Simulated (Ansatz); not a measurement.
Input file:

```
crystal:
  lattice:
    - [-1.664820536, 1.6517074127, 1.7548565233]
    - [1.6684335696, -1.5351590038, 1.6419211481]
    - [1.6845558996, 1.5548943674, -1.6383081145]
  atoms:
    - { symbol: Ta, position: [0.0, 0.0, 0.0] }
basis:
  ecutwfc: 420
kpoints:
  mp_grid: { grid: [14, 14, 14] }
hamiltonian:
  xc: pbe
scf:
  occupations: { method: gaussian, width: 0.15 }
output:
  forces: true
  stress: true
  eigenvalues: true
  write_density: true
  write_potential: true
  elf: true
  volumetric_format: npy
```

Command:

```sh
ansatz run input.yaml --threads 2 --pin off --max-ram 5120MiB --backend cpu --events-out ev --progress --plain --runs-dir out
```

Below, planes, directions and counts refer to the conventional cell (a = 2.80 Å, b = 2.82 Å, c = 2.93 Å, α = 112.15°, β = 107.25°, γ = 106.70°).

Space group P-1; computed without spin polarisation.

All numbers below come from DFT PBE, scalar-relativistic, plane waves, PAW in Ansatz 0.2.0.

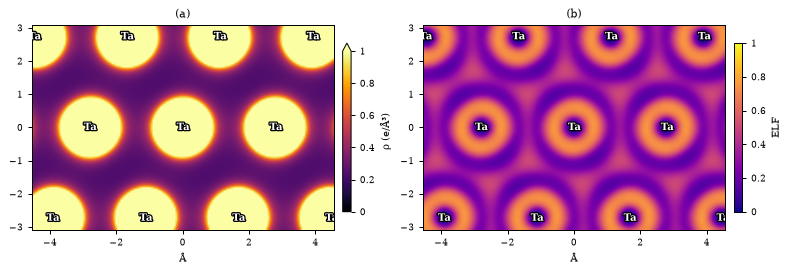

Ta. (a) valence pseudo-density; (b) electron localisation function on the (011̄) plane of the conventional cell.

The density is the valence pseudo-density of a PAW calculation; it isn't the true density close to the nuclei.

Q: Interpret the plot.

A:
- The plane passes through Ta nuclei.
- Ta–Ta (2.80 Å): ρ is about 0.34 e/Å³ halfway; the ELF is about 0.35 at the midpoint.
- Ta–Ta (2.96 Å): ρ is about 0.27 e/Å³ halfway; the ELF is about 0.30 at the midpoint (no shared electron pair shows on this line).
- Between the atoms the lowest density in this plane is 0.23 e/Å³.
- The features right at Ta lie inside the PAW spheres, where the map follows smoothed inner orbitals and isn't to be read closely.
